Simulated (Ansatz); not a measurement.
The calculation's input:

```
crystal:
  lattice:
    - [4.4496506227, 0.0, 0.0]
    - [0.0, 4.4496506227, 0.0]
    - [0.0, 0.0, 2.8770925148]
  atoms:
    - { symbol: Mn, position: [0.0, 0.0, 0.0], spin: 2.63 }
    - { symbol: Mn, position: [0.5, 0.5, 0.5], spin: 2.63 }
    - { symbol: O, position: [0.3054516533, 0.3054516533, 0.0] }
    - { symbol: O, position: [0.1945483467, 0.8054516533, 0.5] }
    - { symbol: O, position: [0.6945483467, 0.6945483467, 0.0] }
    - { symbol: O, position: [0.8054516533, 0.1945483467, 0.5] }
basis:
  ecutwfc: 420
kpoints:
  mp_grid: { grid: [8, 8, 12] }
  band_path:
    path:
      - [[0.0, 0.0, 0.0], [0.0, 0.5, 0.0], [0.5, 0.5, 0.0], [0.0, 0.0, 0.0], [0.0, 0.0, 0.5], [0.0, 0.5, 0.5], [0.5, 0.5, 0.5], [0.0, 0.0, 0.5]]
      - [[0.0, 0.5, 0.0], [0.0, 0.5, 0.5]]
      - [[0.5, 0.5, 0.0], [0.5, 0.5, 0.5]]
    npoints: 14
hamiltonian:
  xc: pbe
scf:
  occupations: { method: gaussian, width: 0.1 }
  n_extra_bands: 15
output:
  forces: true
  stress: true
  eigenvalues: true
  populations: true
  dos: { projected: true, de: 0.02, nscf_kmesh: { grid: [12, 12, 18] } }
  bader: true
  write_density: true
  write_potential: true
  elf: true
  volumetric_format: npy
magnetization:
  spin_polarized: true
checkpoint:
  read: start.run
  write: ck
  compress: false
  write_wavefunctions: false
  write_every: 100000
```

Run with:

```sh
ansatz run input.yaml --threads 2 --pin off --max-ram 5120MiB --backend cpu --events-out ev --progress --plain --runs-dir out
```

Below, planes, directions and counts refer to the conventional cell (a = 4.45 Å, b = 4.45 Å, c = 2.88 Å, α = 90.00°, β = 90.00°, γ = 90.00°).

Space group P4₂/mnm; the program warned that this state isn't the lowest known; spin-polarised.

Method: DFT PBE, scalar-relativistic, plane waves, PAW (Ansatz).

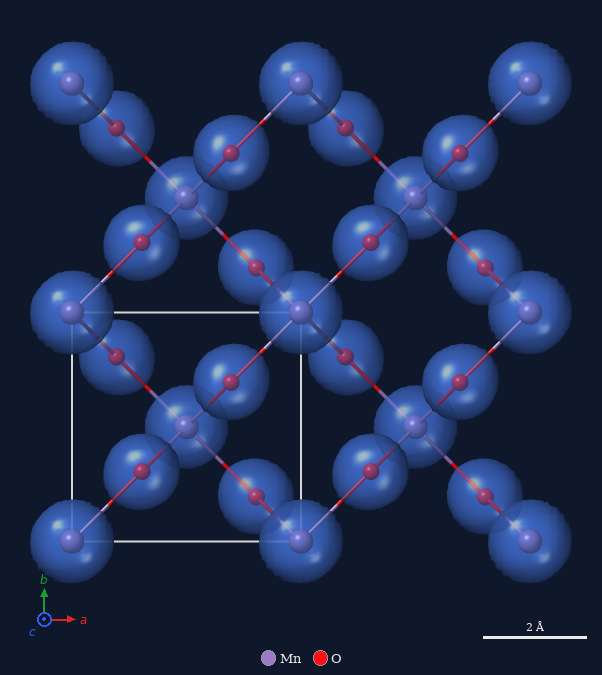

MnO2. Isosurface of the valence charge density (pseudo) at 1 e/Å³ (blue), seen along the c axis. Sticks mark near contacts.

In a PAW calculation such maps are meaningful between the atoms, not at the nuclei.

What does this surface tell about the bonding?

At this value the density breaks into separate islands; it holds about 75 % of the electrons treated as valence (semicore included). It bridges none of the near contacts. It is pinched off along the sampled Mn–O (1.89 Å) contacts. On the grid the lowest density along these lines, outside the cores, is 0.81 e/Å³ (Mn–O, 1.89 Å).
